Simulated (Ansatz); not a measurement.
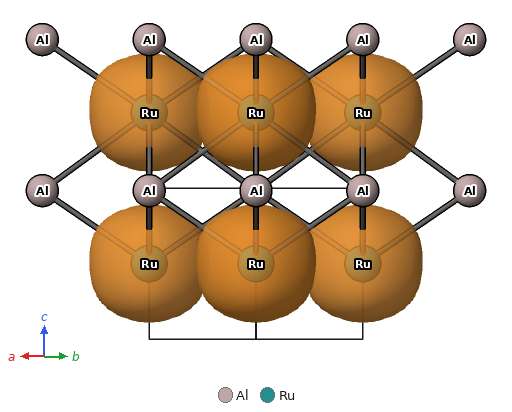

Figure. AlRu. Isosurface of the valence charge density (pseudo) at 0.4 e/Å³ (orange), seen along [110]. Sticks mark near contacts.

Space group P4mm; changed on purpose from its base cell (all Al atoms moved -0.050 Å, as atom 1 along Cartesian [0 1 0]); not relaxed (largest force 0.4 eV/Å); computed pressure about −3 GPa in this cell; computed without spin polarisation.

Theory: Ansatz 0.2.0, DFT PBEsol, scalar-relativistic, plane waves, PAW.

Core electrons are frozen (PAW), and the valence fields are smoothed inside the atomic spheres.

```
CELL_PARAMETERS angstrom
0.00000 0.00000 2.99160
2.99160 0.00000 0.00000
0.00000 2.99160 0.00000
ATOMIC_POSITIONS crystal
Al 0.00000 0.00000 0.98329
Ru 0.50000 0.50000 0.50000
```

Question: How is the density connected at this value?

Answer: At this value the density breaks into separate islands; it holds about 75 % of the electrons treated as valence (semicore included). It bridges none of the near contacts. It is pinched off along the sampled Al–Ru (2.56 Å) and Al–Ru (2.62 Å) contacts. On the grid the lowest density along these lines, outside the cores, is 0.27 e/Å³ (Al–Ru, 2.56 Å) and 0.25 e/Å³ (Al–Ru, 2.62 Å).
